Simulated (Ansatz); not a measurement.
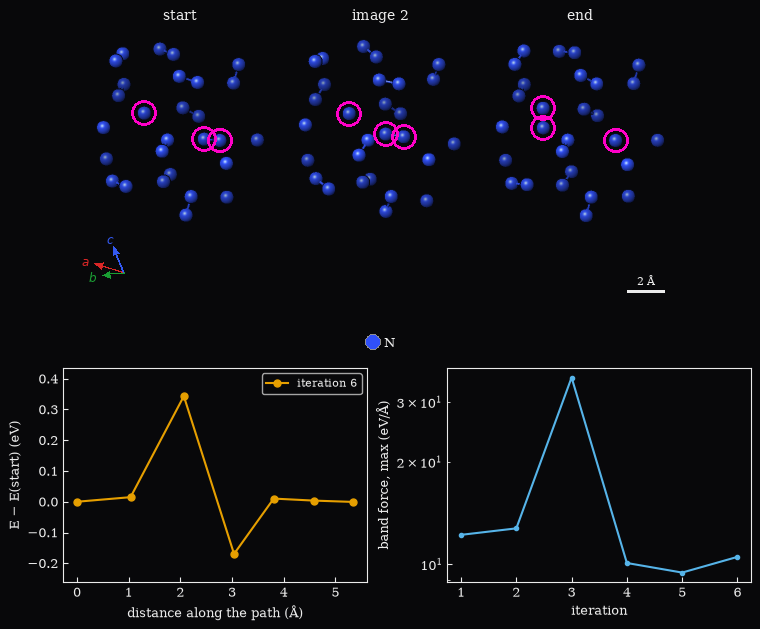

A nudged-elastic-band calculation for a defect cell of composition N with an N vacancy (15 atoms in the cell). Images are numbered from 0 (start) to 6 (end). The plot follows the band through its iterations. A ball-and-stick model of the atoms within 5.3 Å of the middle of the path, seen from a free direction. The atoms that move most are ringed. Bonds to atoms that aren't drawn are left out.

Theory: DFT PBE+D3(BJ), scalar-relativistic, plane waves, PAW in Ansatz 0.2.0. Set-up: plane-wave cutoff 420 eV; k-point mesh 4 × 4 × 4; Gaussian smearing 0.05 eV; 5 movable images; climbing image from the first iteration; force threshold 0.05 eV/Å; iteration limit 60.

**Did the band converge, and can the barrier be trusted?**

The result isn't final. The run hit its time limit after 6 iterations, unconverged. The largest component of the band force went from 12 to 11 eV/Å. The barrier read from it is provisional: over the last two iterations the highest image moved from 6.29 eV to 0.34 eV. The first iteration put the highest image at 10.70 eV. Relative to the start the highest point is image 2 at +0.34 eV and the end lies at 0.00 eV, but the profile dips to −0.17 eV at image 3 on the way, so there may be more than one step; on an unconverged band the side maxima are provisional.

Limits of the set-up: the periodic images lie only 8.0 Å apart, so the values are limited by the cell's size.
